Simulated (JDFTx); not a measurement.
**A series of single points on Hf**

System: Hf (Im-3m, 1 atom in the cell).
Method: Kohn-Sham DFT of a periodic cell, PBEsol, PseudoDojo-SR-PBEsol-0.4.1-standard, no spin polarisation (JDFTx 1.7.0 (patched build)).

The 7 runs differ only in the geometry, by an even scaling of the cell at fixed fractional positions. The structure derives from an entry of the Crystallography Open Database.

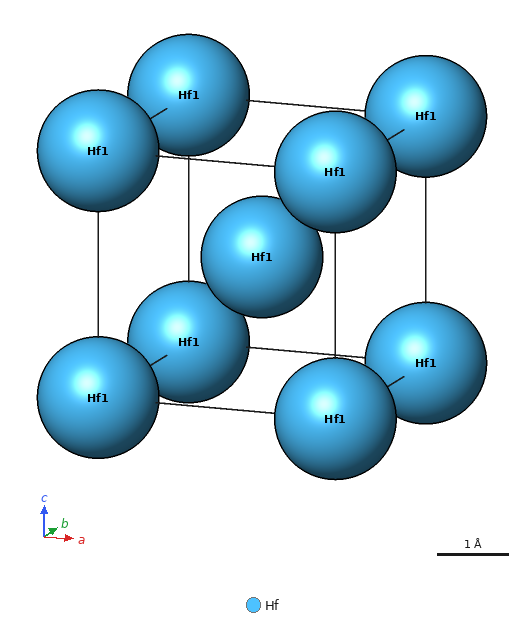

Figure 1. The structure of run 4 (spheres-only view of the cell 2 times as large as that of the calculation, set on its symmetry axes, seen slightly off an axis; atoms are numbered from 1 in the order of the input). An atom can appear more than once, as a periodic image.

**Input of run 4**
```
lattice \
   -3.4109556549     3.4109556549     3.4109556549 \
    3.4109556549    -3.4109556549     3.4109556549 \
    3.4109556549     3.4109556549    -3.4109556549
coords-type Lattice
ion Hf     0.0000000000     0.0000000000     0.0000000000 1

ion-species pseudo/Hf.upf
elec-cutoff 29
elec-ex-corr gga-PBEsol
kpoint-folding 10 10 10
elec-smearing Fermi 0.0018374661
elec-n-bands 11
electronic-SCF nIterations 100 energyDiffThreshold 1e-09
electronic-minimize nIterations 30 energyDiffThreshold 1e-7
forces-output-coords Cartesian

dump-name run.$VAR
dump End Ecomponents EigStats BandEigs Kpoints Forces Stress ElecDensity Dtot KEdensity
```

Command:
```bash
jdftx -c 1 -i Hf.in -o Hf.out
```

Lattice vectors (Å) and fractional positions of run 4:
```
  -1.805000    1.805000    1.805000
   1.805000   -1.805000    1.805000
   1.805000    1.805000   -1.805000
Hf  0.000000  0.000000  0.000000
```

Run 2 differs from it as follows:
```diff
-   -3.4109556549     3.4109556549     3.4109556549 \
-    3.4109556549    -3.4109556549     3.4109556549 \
-    3.4109556549     3.4109556549    -3.4109556549
+   -3.3648560086     3.3648560086     3.3648560086 \
+    3.3648560086    -3.3648560086     3.3648560086 \
+    3.3648560086     3.3648560086    -3.3648560086
```

**Results, with one run withheld**

| run | volume per atom (Å³) | free energy per atom, from the lowest run given (meV) | pressure (GPa) |
| --- | --- | --- | --- |
| 1 | 22.112 | 0.00 | −3.33 |
| 2 | 22.582 | ? | ? |
| 3 | 23.052 | 30.84 | −7.08 |
| 4 | 23.523 | 54.02 | −8.70 |
| 5 | 23.993 | 81.73 | −10.18 |
| 6 | 24.464 | 113.53 | −11.50 |
| 7 | 24.934 | 149.05 | −12.69 |

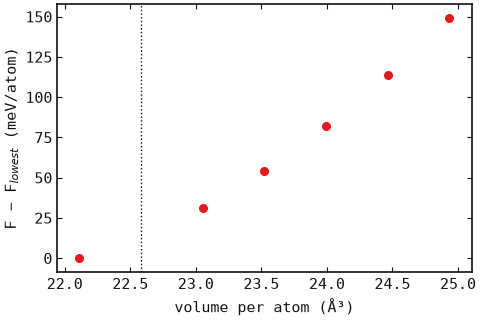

Figure 2. Free energy per atom of the runs given; the dotted line marks run 2.

What should run 2 give?

A cubic polynomial in V^(−2/3) (the Birch–Murnaghan form), fitted to the 6 runs given, misses them by at most 0.02 meV per atom. With x = V^(−2/3) − 0.12137 Å⁻², it reads F = 61.09 − 16598 x + 1.0213e+06 x² − 2.0275e+06 x³ (meV per atom). At run 2 it gives 12.68 meV per atom, and the run itself gives 12.66. The slope of the fit gives a pressure −dF/dV of −5.29 GPa there, and the run prints −5.29 GPa. The fit has no minimum inside this range.

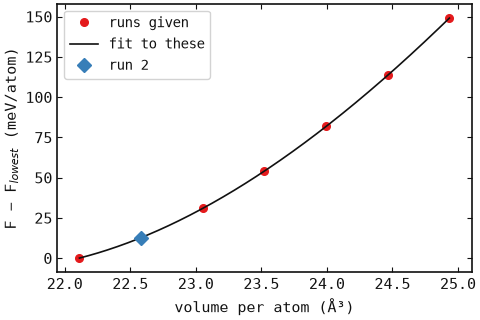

Figure 3. The fit and the withheld run.

**Some lines of the output (run 2)**
```
[...]
unit cell volume = 152.391
     Etot =      -50.1265335490066590
        F =      -50.1270454971186155
	HOMO-LUMO gap: +0.000599
	Optical gap  : +0.012052 at state 8 ( [ +0.000000 +0.100000 +0.300000 ] spin 0 )
```

Notes: Spin–orbit coupling is left out, which matters for Hf.
